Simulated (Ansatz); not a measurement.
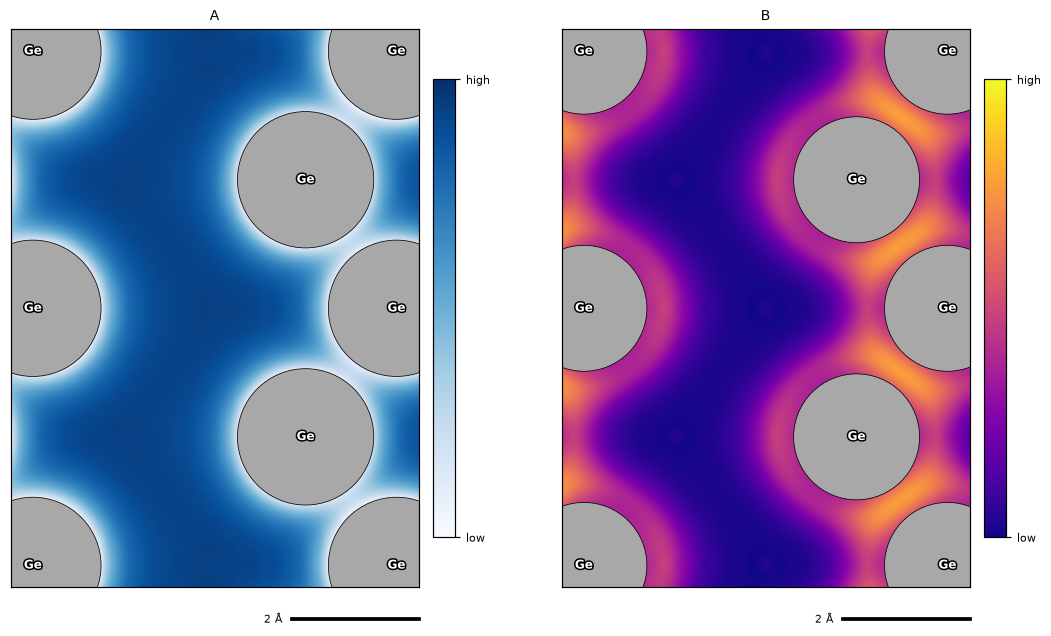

Ge: 2 fields on the (011) plane of the conventional cell, with unlabelled colour scales. Grey discs cover the atomic cores.

Space group Fd-3m.

The calculation used DFT PBE, scalar-relativistic, plane waves, PAW (Ansatz 0.2.0).

### Match the panels to the quantities (electron localisation function and electrostatic potential energy of an electron).

Panel A: electrostatic potential energy of an electron (low next to the atoms, rising into the space between them). Panel B: electron localisation function. From the grid: Ge–Ge (2.49 Å): the ELF peaks at about 0.75 between the atoms.
